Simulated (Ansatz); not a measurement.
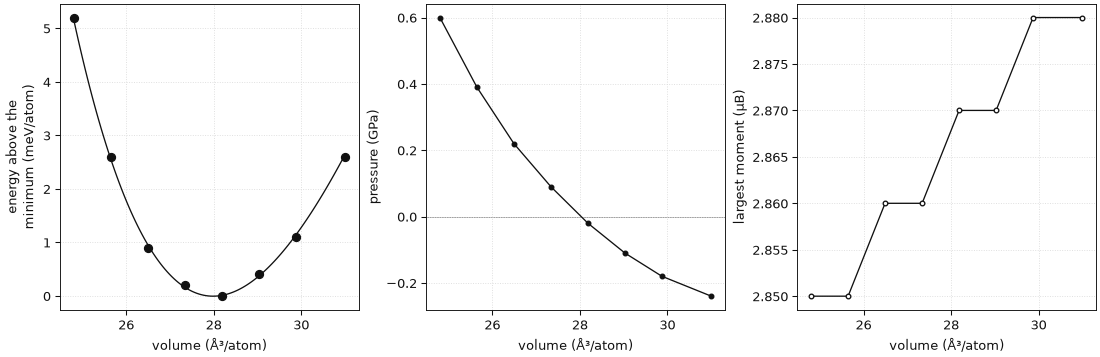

The plot gives the computed energy above the minimum, pressure and largest moment against volume for N, space group Fm-3m (No. 225).

Cell as given: a = 4.831 Å, b = 4.831 Å, c = 4.831 Å, α = 90.00°, β = 90.00°, γ = 90.00°; 4 atoms.

Method: third-order Birch-Murnaghan fit to density functional energies at scaled volumes of the given relaxed cell, shape and atoms relaxed at each volume; energies count from the fitted minimum; plane waves with PAW datasets, Γ-centred k mesh (Ansatz 0.2.0). Level: LDA, collinear spin. The state reached is ferromagnetic.

wave cutoff 420 eV; k mesh 6×6×6; occupations Gaussian; smearing width 0.02 eV.

**How stiff is the solid, and where is its volume at rest?**

A third-order Birch–Murnaghan fit gives V0 = 27.99 Å³/atom, B0 = 3.38 GPa.

**What does the pressure do across the range?**

It falls from 0.60 GPa at volume 24.801 Å³/atom to −0.24 GPa at 31.002 Å³/atom, and changes sign near 28.0 Å³/atom.

The computed values:

```csv
volume (Å³/atom),energy above the minimum (meV/atom),pressure (GPa),largest moment (μB)
24.801,5.2,0.60,2.85
25.647,2.6,0.39,2.85
26.492,0.9,0.22,2.86
27.338,0.2,0.09,2.86
28.183,0.0,-0.02,2.87
29.029,0.4,-0.11,2.87
29.874,1.1,-0.18,2.88
31.002,2.6,-0.24,2.88
```
